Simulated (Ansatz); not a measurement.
## What a change does: single-point calculation on Rh2H

System: Rh2H (Fm-3m, 3 atoms in the cell).
Method of run A: Kohn-Sham DFT of a periodic cell, PBE, Ansatz PAW, no spin polarisation (Ansatz 0.2.0).

The structure was built on a prototype by a generator; it need not be a known phase. Text and figures count atoms from 1; the logs count them from 0 in places.

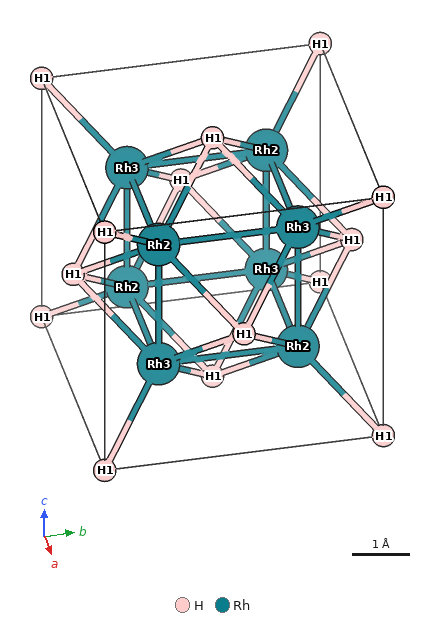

Fig. 1: The structure as given in the input (ball-and-stick view of the cell 4 times as large as that of the calculation, set on its symmetry axes, seen at an oblique angle; atoms are numbered from 1 in the order of the input). An atom can appear more than once, as a periodic image. Near neighbours in the periodic cell (some may lie outside the picture): H has 8 Rh at 2.19 Å; Rh has 4 H at 2.19 Å and 6 Rh at 2.52 Å.

## The input, run A
```yaml
crystal:
  lattice:
    - [0.0, 2.5237958546, 2.5237958546]
    - [2.5237958546, 0.0, 2.5237958546]
    - [2.5237958546, 2.5237958546, 0.0]
  atoms:
    - { symbol: H, position: [0.0, 0.0, 0.0] }
    - { symbol: Rh, position: [0.25, 0.25, 0.25] }
    - { symbol: Rh, position: [0.75, 0.75, 0.75] }
hamiltonian:
  xc: pbe
  pseudopotentials: { kind: paw }
kpoints:
  mp_grid: { grid: [9, 9, 9] }
scf:
  occupations: { method: fermi_dirac, width: 0.05 }
output:
  forces: true
  stress: true
  eigenvalues: true
  write_density: true
  write_potential: true
  elf: true
  volumetric_format: npy
```

Launched with:
```bash
ansatz run input.yaml --threads 2 --pin off --max-ram 5120MiB --backend cpu --events-out ev --progress --plain --runs-dir out
```

Hardware: 2 threads of AMD EPYC (Zen 3), 192 GiB of memory available, shared host.

## Output, shortened to warnings, some set-up lines, iterations and results (run A)
```
Basis set: ecut = 420 eV, 609 PW (Γ), exchange–correlation on 48×48×48 points (8 copies of the dense FFT grid, shifted against one another)
Symmetry: 48 space group operations
k-points: 35 of 729
Initial density: superposition of atomic densities (neutral atoms: chi_scale 0, normalization atom), corrected by the library's trained network
[...]
SCF iter   1: F=—  HF=-12819.764724 eV  |F-HF|=—  |Δ(HF+E_count)|=         —  Δρ=3.17e-3  dr2=2.78e-3  ethr=1.77e-3  ⟨swp⟩=5.5  Hψ=3095  notcnv=0
SCF iter   2: F=—  HF=-12819.766621 eV  |F-HF|=—  |Δ(HF+E_count)|=   1.90e-3  Δρ=2.02e-3  dr2=1.26e-3  ethr=7.95e-6  ⟨swp⟩=1.9  Hψ=1316  notcnv=0
SCF iter   3: F=—  HF=-12819.766528 eV  |F-HF|=—  |Δ(HF+E_count)|=   9.33e-5  Δρ=3.27e-4  dr2=2.48e-5  ethr=3.59e-6  ⟨swp⟩=2.0  Hψ=1001  notcnv=0
SCF iter   4: F=—  HF=-12819.766530 eV  |F-HF|=—  |Δ(HF+E_count)|=   1.82e-6  Δρ=8.90e-5  dr2=1.17e-6  ethr=7.09e-8  ⟨swp⟩=2.1  Hψ=1206  notcnv=0
SCF iter   5: F=—  HF=-12819.766530 eV  |F-HF|=—  |Δ(HF+E_count)|=   6.15e-7  Δρ=3.05e-5  dr2=1.53e-7  ethr=3.34e-9  ⟨swp⟩=2.8  Hψ=1373  notcnv=0
SCF iter   6: F=-12819.766530 eV  HF=-12819.766530 eV  |F-HF|=1.89e-9  |Δ(HF+E_count)|=   6.23e-8  Δρ=5.37e-6  dr2=1.04e-8  ethr=2.86e-10  ⟨swp⟩=8.0  Hψ=4699  notcnv=0
SCF 1 converged in 6 iterations: F = -12819.766530 eV  dr2 = 1.04e-8
SCF converged after 6 iterations
Free energy (F): -12819.766530 eV
Harris-Foulkes:  -12819.766530 eV  (|F-HF|=1.89e-9)
Internal energy: -12819.734306 eV  (E = F + TS)
E sigma→0 (E₀):  -12819.750418 eV
Entropy (-TS):   -0.032225 eV (-10.742 meV/atom)
Fermi energy:    19.276393 eV
--- Per-component energies (eV) ---
  E_band       = -254.929454
  E_kinetic    = 1164.532707
  E_local      = -3596.330547  (includes V_loc(G=0)·N_el)
  E_nonlocal   = 716.500295
  E_hartree    = 1288.025527
  E_xc         = -452.608183
  E_vxc        = -568.588666  (∫ρ·V_xc dr)
  E_paw        = -7177.100083  (= ΣΔE_a)
  E_vpaw       = -547.097808  (= ΣTr[D̂ρ^β])
  E_aug_tail   = 0.000722  (compensation charges beyond the density's cutoff)
  E_ewald      = -4762.754744
  E_smearing   = -0.032225  (= −TS)
  E_closure    = 0.000000  (closes the sum)
  Σ components = -12819.766530   (vs F -12819.766530, Δ=0.00e0)
--- Forces (eV/Å), atoms counted from 1 ---
  atom   1  H     -0.00000000     0.00000000    -0.00000000
  atom   2  Rh     0.00000000    -0.00000000     0.00000000
  atom   3  Rh    -0.00000000    -0.00000000    -0.00000000
  max |Σ_I F_I| component: 4.16e-18 eV/Å
--- Stress (GPa, compression-positive) ---
       13.963324       0.000000       0.000000
       -0.000000      13.963324       0.000000
        0.000000       0.000000      13.963324
  P = ⅓ Tr σ = 13.9633 GPa (139.633 kbar)
```

For run B the input was changed thus:
```diff
-    - [0.0, 2.5237958546, 2.5237958546]
-    - [2.5237958546, 0.0, 2.5237958546]
-    - [2.5237958546, 2.5237958546, 0.0]
+    - [0.0, 2.5590982709, 2.5590982709]
+    - [2.5590982709, 0.0, 2.5590982709]
+    - [2.5590982709, 2.5590982709, 0.0]
```

Predict how the results change.

With the same functional and potentials, run B lies 25.3 meV per atom lower. The pressure goes from 13.96 to 4.21 GPa. The volume per atom goes from 10.72 to 11.17 Å³. The cell is scaled evenly with the atoms at fixed fractional positions, so −ΔP/Δ ln V estimates the bulk modulus midway between the two volumes: about 230 GPa. The number of SCF iterations is the same. The plane waves at Γ go from 609 to 645.

## Output, shortened to warnings, some set-up lines, iterations and results (run B)
```
Basis set: ecut = 420 eV, 645 PW (Γ), exchange–correlation on 50×50×50 points (8 copies of the dense FFT grid, shifted against one another)
Symmetry: 48 space group operations
k-points: 35 of 729
Initial density: superposition of atomic densities (neutral atoms: chi_scale 0, normalization atom), corrected by the library's trained network
[...]
SCF iter   1: F=—  HF=-12819.840598 eV  |F-HF|=—  |Δ(HF+E_count)|=         —  Δρ=3.80e-3  dr2=3.55e-3  ethr=1.77e-3  ⟨swp⟩=5.5  Hψ=3041  notcnv=0
SCF iter   2: F=—  HF=-12819.842676 eV  |F-HF|=—  |Δ(HF+E_count)|=   2.08e-3  Δρ=2.29e-3  dr2=1.53e-3  ethr=1.01e-5  ⟨swp⟩=1.9  Hψ=1348  notcnv=0
SCF iter   3: F=—  HF=-12819.842508 eV  |F-HF|=—  |Δ(HF+E_count)|=   1.69e-4  Δρ=3.33e-4  dr2=3.06e-5  ethr=4.38e-6  ⟨swp⟩=2.1  Hψ=976  notcnv=0
SCF iter   4: F=—  HF=-12819.842505 eV  |F-HF|=—  |Δ(HF+E_count)|=   2.45e-6  Δρ=1.47e-4  dr2=2.98e-6  ethr=8.74e-8  ⟨swp⟩=2.2  Hψ=1132  notcnv=0
SCF iter   5: F=—  HF=-12819.842507 eV  |F-HF|=—  |Δ(HF+E_count)|=   2.01e-6  Δρ=2.58e-5  dr2=1.76e-7  ethr=8.50e-9  ⟨swp⟩=2.0  Hψ=1063  notcnv=0
SCF iter   6: F=-12819.842507 eV  HF=-12819.842507 eV  |F-HF|=9.02e-9  |Δ(HF+E_count)|=   1.06e-8  Δρ=7.49e-6  dr2=2.20e-8  ethr=2.86e-10  ⟨swp⟩=7.9  Hψ=4629  notcnv=0
SCF 1 converged in 6 iterations: F = -12819.842507 eV  dr2 = 2.20e-8
SCF converged after 6 iterations
Free energy (F): -12819.842507 eV
Harris-Foulkes:  -12819.842507 eV  (|F-HF|=9.02e-9)
Internal energy: -12819.808911 eV  (E = F + TS)
E sigma→0 (E₀):  -12819.825709 eV
Entropy (-TS):   -0.033596 eV (-11.199 meV/atom)
Fermi energy:    18.241655 eV
--- Per-component energies (eV) ---
  E_band       = -286.242482
  E_kinetic    = 1161.625799
  E_local      = -3694.217998  (includes V_loc(G=0)·N_el)
  E_nonlocal   = 716.207603
  E_hartree    = 1322.003520
  E_xc         = -451.493555
  E_vxc        = -567.059829  (∫ρ·V_xc dr)
  E_paw        = -7176.881904  (= ΣΔE_a)
  E_vpaw       = -546.812974  (= ΣTr[D̂ρ^β])
  E_aug_tail   = 0.000807  (compensation charges beyond the density's cutoff)
  E_ewald      = -4697.053183
  E_smearing   = -0.033596  (= −TS)
  E_closure    = -0.000000  (closes the sum)
  Σ components = -12819.842507   (vs F -12819.842507, Δ=0.00e0)
--- Forces (eV/Å), atoms counted from 1 ---
  atom   1  H     -0.00000000     0.00000000     0.00000000
  atom   2  Rh     0.00000000     0.00000000     0.00000000
  atom   3  Rh     0.00000000    -0.00000000     0.00000000
  max |Σ_I F_I| component: 5.78e-18 eV/Å
--- Stress (GPa, compression-positive) ---
        4.207212      -0.000000       0.000000
        0.000000       4.207212      -0.000000
       -0.000000       0.000000       4.207212
  P = ⅓ Tr σ = 4.2072 GPa (42.072 kbar)
```

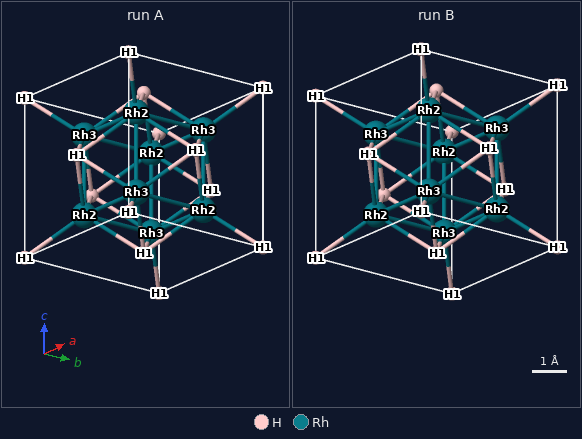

Fig. 2: The two input geometries at one scale (ball-and-stick view of the cell 4 times as large as that of the calculation, set on its symmetry axes, seen at an oblique angle). The atoms keep their places relative to the cell (all moves are under 0.005 Å). Cell: a = b = c 5.048 → 5.118 Å (+1.4 %). Volume +4.3 %. Among the contacts that change: Rh2–Rh3 2.524 → 2.559 Å, H1–Rh2 2.186 → 2.216 Å.

## The two runs side by side

| quantity | run A | run B |
| --- | --- | --- |
| outcome | converged | converged |
| free energy per atom (eV) | −4273.2555 | −4273.2808 |
| energy per atom, smearing taken to zero (eV) | −4273.2501 | −4273.2752 |
| gap on the mesh (eV) | 0.00 | 0.00 |
| pressure (GPa) | 13.96 | 4.21 |
| volume per atom (Å³) | 10.72 | 11.17 |
| largest force (eV/Å) | 0.000 | 0.000 |
| SCF iterations | 6 | 6 |
| irreducible k-points | 35 | 35 |
| plane waves at Γ | 609 | 645 |
| wall time (shared host) | 0.94 s | 0.94 s |

For run A: The cell is under a pressure of 14.0 GPa at this level, so it is not at its equilibrium volume.
